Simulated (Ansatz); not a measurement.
Take the following structure.

```cif
data_structure
_symmetry_space_group_name_H-M 'P 1'
_symmetry_Int_Tables_number 1
_cell_length_a 3.9483
_cell_length_b 3.9483
_cell_length_c 3.9483
_cell_angle_alpha 90.000
_cell_angle_beta 90.000
_cell_angle_gamma 90.000
_cell_volume 61.55
loop_
_atom_site_label
_atom_site_type_symbol
_atom_site_fract_x
_atom_site_fract_y
_atom_site_fract_z
_atom_site_occupancy
Ti1 Ti 0.00000 0.00000 0.00000 1
Al1 Al 0.50000 0.50000 0.00000 1
Al2 Al 0.50000 0.00000 0.50000 1
Al3 Al 0.00000 0.50000 0.50000 1
```

Question: Characterise the structure given above.

Answer: It has the composition TiAl$_{3}$. The structure has Pm-3m (No. 221) symmetry and a primitive cubic lattice. Its structure type: Cu₃Au (L1₂) type. In the cell are 1 Ti, 3 Al, which makes 1 formula unit. Ti is coordinated by twelve Al in a cuboctahedral arrangement at 2.79 Å. Each Al atom is coordinated by eight Al and four Ti in a cuboctahedral arrangement (2.79 Å to Al, 2.79 Å to Ti). The bonds build a three-dimensional framework.

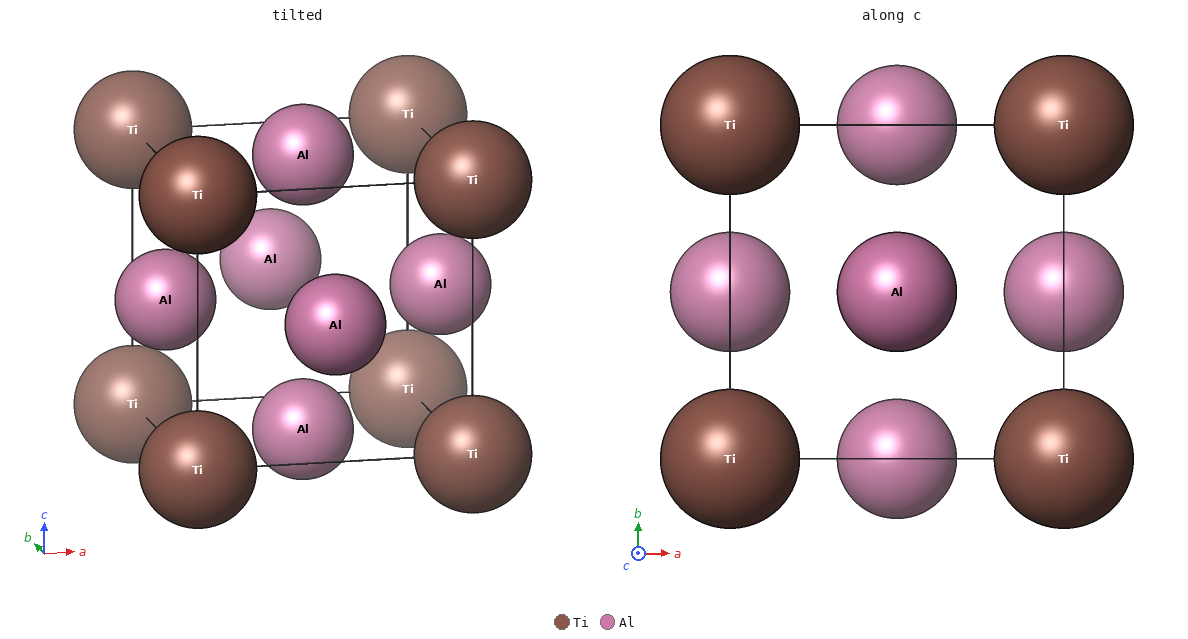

We look at a spheres-only model of the crystal slightly off an axis and along the c axis. One conventional unit cell is framed, with atoms on its boundary repeated. Colours: titanium brown, aluminium pink.

It derives from a structure listed in the Materials Project. Earlier steps of the study, as a rule a relaxation of our own, may have changed the cell and positions, so they can lie some per cent off the listed ones. It was run through Ansatz as a DFT input.
